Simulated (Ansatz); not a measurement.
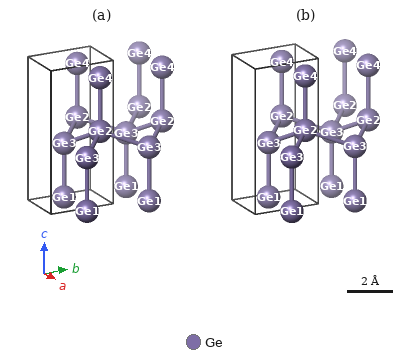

The structure of crystalline Ge (set up in P6_3/mmc) before (left) and after (right) a relaxation, at one scale.

Style: ball-and-stick. Shown: the cell of the calculation, repeated 2 × 2 × 1 with one cell outlined, slightly off an axis.

These are results of Ansatz, DFT PBE, scalar-relativistic, plane waves, PAW, not measurements.

Input file:
```yaml
crystal:
  lattice:
    - [3.9975858431, 0.0, 0.0]
    - [-1.9987929216, 3.462010894, 0.0]
    - [0.0, 0.0, 6.59937795]
  atoms:
    - { symbol: Ge, position: [0.66666667, 0.33333333, 0.06290125] }
    - { symbol: Ge, position: [0.33333333, 0.66666667, 0.56290125] }
    - { symbol: Ge, position: [0.66666667, 0.33333333, 0.43709875] }
    - { symbol: Ge, position: [0.33333333, 0.66666667, 0.93709875] }
basis:
  ecutwfc: 420
kpoints:
  mp_grid: { grid: [12, 12, 6] }
hamiltonian:
  xc: pbe
scf:
  occupations: { method: gaussian, width: 0.01 }
output:
  forces: true
  stress: true
  eigenvalues: true
relax:
  adjacent_minimum: "off"
  f_tol: 0.005
  max_steps: 80
  cell: { stress_tol: 0.05 }
```

Command:
```bash
ansatz run input.yaml --threads 1 --pin off --max-ram 2560MiB --backend cpu --events-out ev --progress --plain --runs-dir out
```

**What changed between the two?**

The atoms keep their places relative to the cell (all moves are under 0.005 Å). The drawn cell changes as follows: a = b 3.998 → 4.058 Å (+1.5 %), c 6.599 → 6.693 Å (+1.4 %); the volume changes by +4.5 %. Some distances before and after: Ge1–Ge4 2.453 → 2.489 Å, Ge1–Ge3 2.469 → 2.506 Å. The space group stays P6_3/mmc (No. 194). Over 4 accepted moves (5 points after the start) the energy falls by 35.9 meV per cell of the calculation. The largest force component goes from 0.0087 to under 0.0001 eV/Å. Pressure: 2.90 GPa at the start and 0.00 GPa at the end. At 1 point the geometry stayed and the basis and grid were re-selected for the new cell (energy shift of 0.7 meV per cell of the calculation at most each time). Cost: 36 s on 1 thread of Intel(R) Xeon(R) 6975P-C (Granite Rapids) (shared host), peak memory 0.53 GiB.
